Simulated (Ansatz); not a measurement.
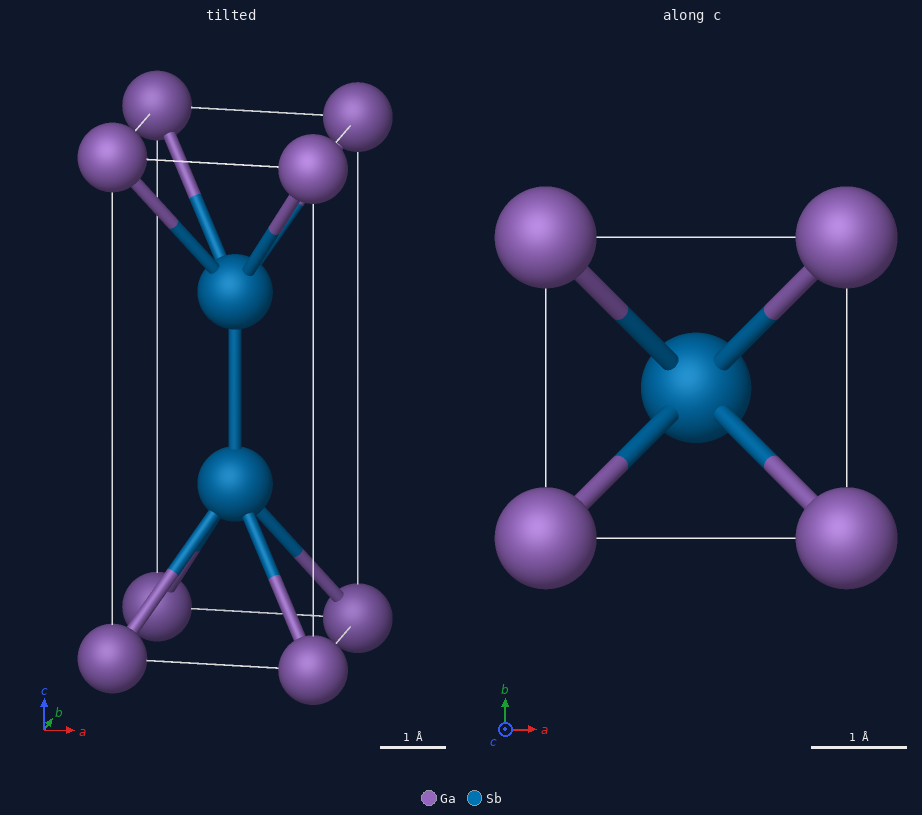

We look at a ball-and-stick model of the crystal slightly off an axis and along the c axis. Thin lines show the conventional unit cell, with boundary atoms drawn in all their periodic places. Cell: a = 3.17 Å, b = 3.17 Å, c = 7.99 Å, α = 90.00°, β = 90.00°, γ = 90.00°.

The cell started as a structure type filled with these elements by a generator (whether the compound takes this form wasn't checked). Earlier steps of the study may have refined or changed the cell and positions. It was the input of a calculation with Ansatz.

What can be read from this drawing?

Answer. Formula: GaSb2. The symmetry is that of P4/mmm (No. 123), on a primitive tetragonal lattice. Atoms per cell: 3 (1 Ga, 2 Sb). With all contacts inside bonding distance counted, the coordination numbers are Ga 8 and Sb 9.

All computed values are from DFT PBE, scalar-relativistic, plane waves, PAW (Ansatz). Settings: a 420 eV plane-wave basis, the zone sampled with 14×14×8 points, Gaussian smearing of 0.1 eV, no spin polarisation.

Is it conducting or gapped at this level?

Answer. A metal: bands cross the Fermi level.

State the Bader charges by element.

Answer. Ga +0.16 e; Sb -0.08 e.

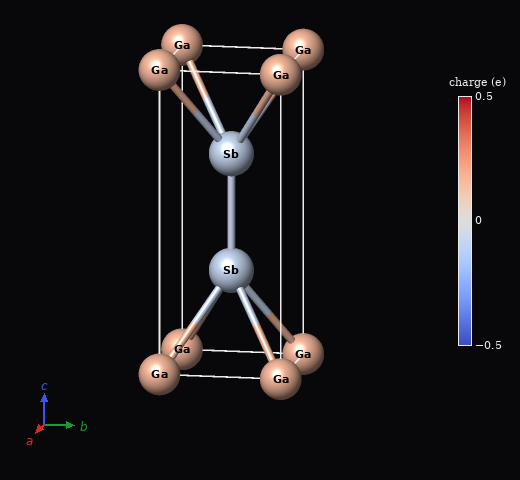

The atoms coloured by those charges. The run's cell of 3 atoms is drawn.

Has the structure come to rest?

Answer. Yes. All forces vanish to within 0.01 eV/Å. The pressure is 0.0 GPa, close to zero.
